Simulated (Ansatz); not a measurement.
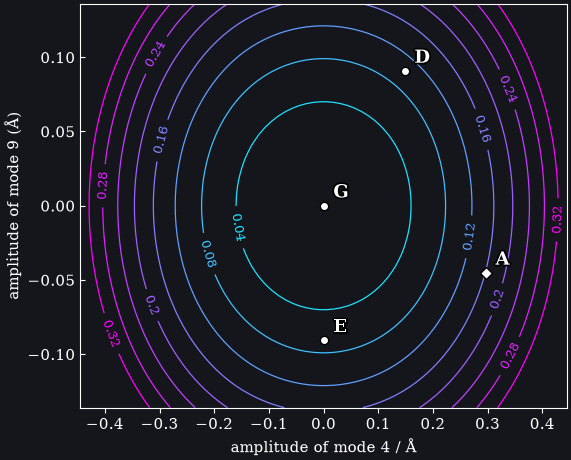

Al₂Cu (P4/mmm, No. 123; 3 atoms in the cell). 
- The energy is mapped over two normal modes frozen in (zone-centre modes of the 3-atom cell of this scan).
- Coordinates scanned: (1) amplitude of mode 4 (149 cm⁻¹), largest displacement; (2) amplitude of mode 9 (353 cm⁻¹), largest displacement.
- Nothing is relaxed (the cell and all other modes fixed).
- The grid has 7 × 7 points; 16 points were computed and 33 follow by symmetry.
- Points are written as (first, second).
- Energies are in eV per cell, from the lowest grid point.
- All numbers below come from Ansatz, DFT PBEsol, scalar-relativistic, plane waves, PAW. Settings: cutoff 520 eV, k-mesh 10×10×14 in the order of the run's cell vectors, gaussian smearing 0.15 eV, no spin polarisation.

In the figure: contour lines labelled in eV (none above 0.32), lettered points. Between grid points the surface is interpolated.

> Is D the lowest point of the computed grid?

No. D lies 0.101 eV above the lowest grid point, which is at (0.000 Å, 0.000 Å).

> What kind of point is each of A, D, E, G: minimum, saddle, maximum or slope?

A: on a slope; D: on a slope; E: on a slope; G: minimum. (In these two coordinates alone; a stationary point may lie a little off the grid point.)

> Rank the lettered points by energy, lowest first.

G (0.000 eV), E (0.067 eV), D (0.101 eV), A (0.161 eV).

PAW datasets: the set soft_1.
